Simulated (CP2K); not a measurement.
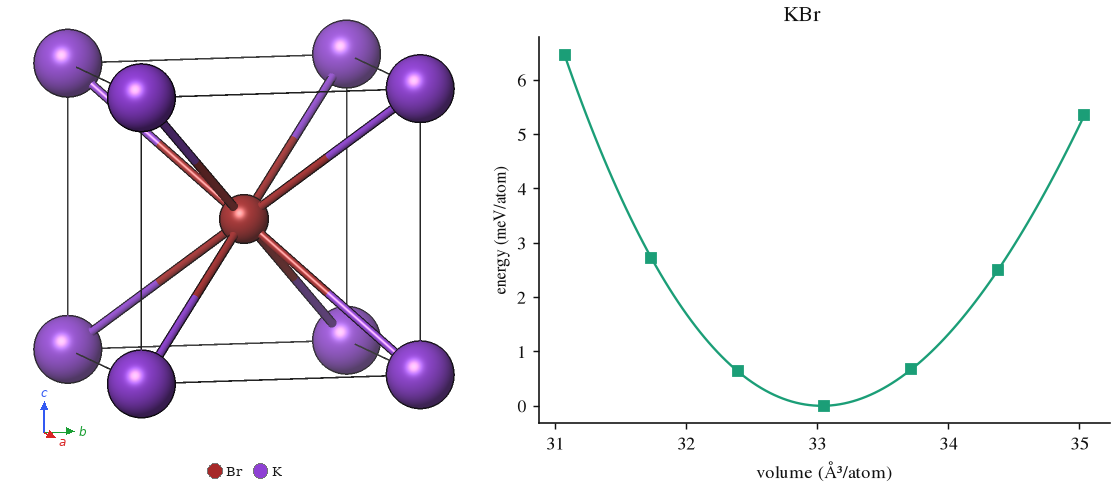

The picture above shows the energy against volume for KBr, space group Pm-3m (No. 221). The conventional cell is drawn beside the plot.

Starting cell:
```
CELL_PARAMETERS angstrom
4.04350 0.00000 0.00000
0.00000 4.04350 0.00000
0.00000 0.00000 4.04350
ATOMIC_POSITIONS crystal
Br 0.50000 0.50000 0.50000
K 0.00000 0.00000 0.00000
```

How it was computed, with CP2K 2026.2: DFT in Gaussian orbitals with a plane-wave density, no spin polarisation; energies at scaled volumes of the given cell, shape and fractions fixed, counted from the fit's minimum, third-order Birch-Murnaghan fit. Level: PBE.

```tsv
setting	value
k mesh	7×7×7
occupations	Fermi–Dirac
smearing width	0.05 eV
potentials	GTH PBE with UZH TZVP basis
density cutoff	6123 eV
program settings	ngrids 4, basis sets Br TZVP-MOLOPT-PBE-GTH-q7, basis sets K TZVP-MOLOPT-PBE-GTH-q9, cutoff ry 450 Ry, rel cutoff ry 60 Ry
```

From this curve and the settings, what does the calculation give for the pressure at the same points?

The pressure falls from 1.12 GPa at volume 31.07 Å³/atom to −0.81 GPa at 35.04 Å³/atom, and changes sign near 33.04 Å³/atom.

```csv
volume (Å³/atom),pressure (GPa)
31.07,1.12
31.73,0.70
32.39,0.32
33.06,-0.01
33.72,-0.31
34.38,-0.57
35.04,-0.81
```
